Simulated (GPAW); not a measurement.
```yaml
crystal:
  lattice:
    - [3.08500, 0.00000, 0.00000]
    - [-1.54250, 2.67169, 0.00000]
    - [0.00000, 0.00000, 3.52300]
  atoms:
    - { symbol: Mg, position: [0.00000, 0.00000, 0.00000] }
    - { symbol: B, position: [0.66667, 0.33333, 0.50000] }
    - { symbol: B, position: [0.33333, 0.66667, 0.50000] }
```

Space group P6/mmm; computed pressure about −3 GPa in this cell.

Method: GPAW, Kohn-Sham DFT of a periodic cell, PBEsol, PAW data sets made by gpaw-setup for the functional.

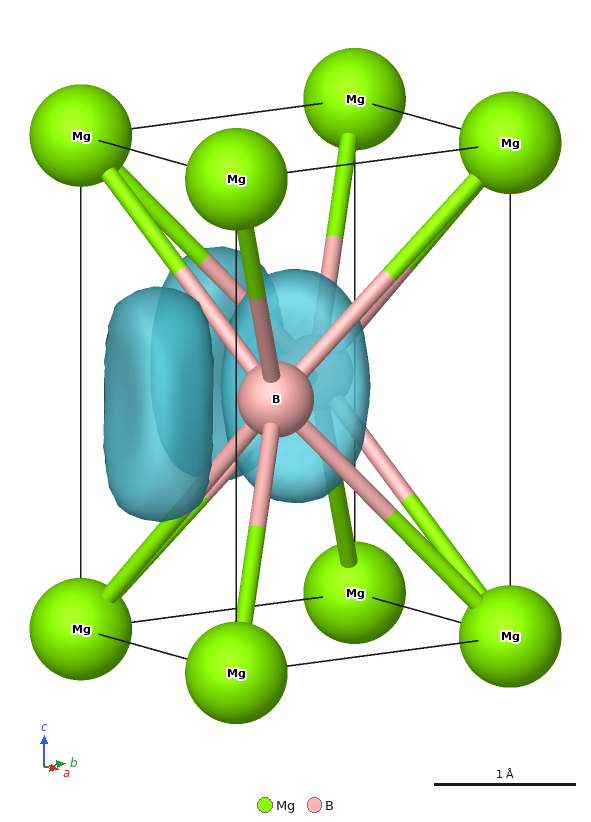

MgB₂. Isosurface of the electron localisation function at 0.75 (cyan), seen slightly off an axis. Only the valence region is drawn (cores and ρ < 0.01 e/Å³ removed). Sticks mark near contacts.

Question: What do the ELF domains correspond to?

Answer: The surface consists of three regions between bonded B–B atoms (shared pairs), counted in one cell of 3 atoms. Any copies at cell faces, edges or corners count once. Profiles from the grid: B–B (1.78 Å): the ELF peaks at about 0.90 between the atoms. Mg–B (2.51 Å): the ELF peaks at about 0.60 in the valence shell of B, 0.9 Å from its nucleus, and is about 0.40 at the midpoint.
